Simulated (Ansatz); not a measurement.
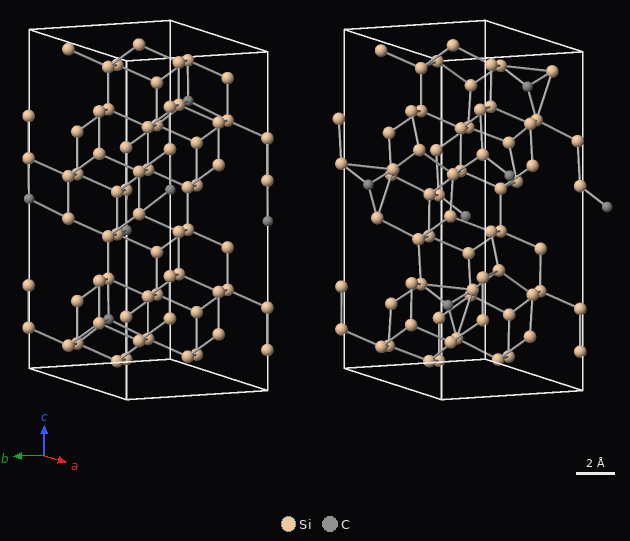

Two geometries of a defect cell of composition Si16C, drawn at one scale. One is the start of a relaxation, the other its converged end. The picture is a ball-and-stick view of the larger cell on standard axes (3 times the calculation's cell) (origin shifted), seen from a free direction.

Level of theory: DFT PBE, scalar-relativistic, plane waves, PAW (Ansatz 0.2.0). Set-up: plane-wave cutoff 420 eV; k-point mesh 2 × 2 × 2; occupations gaussian; smearing width 0.02 eV; collinear spin; atoms relaxed in a fixed cell; force threshold 0.03 eV/Å; at most 60 steps.

Which one is relaxed?

The right one is the relaxed one. It is an interstitial C in diamond Si. The run prepares an end point of a later path (interstitial hop) calculation, from a guessed geometry. The atom that moves furthest is the C atom (1.52 Å along [1 −3 1]). Largest moves by element: C 1.52 Å, Si 0.63 Å. The cell stays as it was. Among the contacts that change: C–Si 2.413 → 3.921 Å, C–Si 2.373 → 3.515 Å, C–Si 2.647 → 1.770 Å, C–Si 2.369 → 1.834 Å. New bonds form, among them: C–Si (2.65 → 1.77 Å). Bond angles that change, for instance: Si–Si–C 179.2° → 131.9°, Si–Si–C 71.3° → 110.7°, Si–Si–Si 109.5° → 136.6°. Over 16 accepted moves (17 points after the start) the energy falls by 1.580 eV per cell of the calculation. Largest force component: 0.54 eV/Å at the start, 0.017 eV/Å at the end. The line search rejected the trial step at point 16 of the run. The program noted that the starting moments weren't kept. The run may lie on a higher electronic state than the lowest, so the end point isn't shown to be the ground-state structure. Cost: 120 s on 2 threads of Intel(R) Xeon(R) Platinum 8488C (Sapphire Rapids), on a shared host, peak memory 0.81 GiB.

Limits of the set-up: the k-point mesh is coarse for a cell with partly filled bands; the periodic images lie only 7.7 Å apart, so the values are limited by the cell's size.
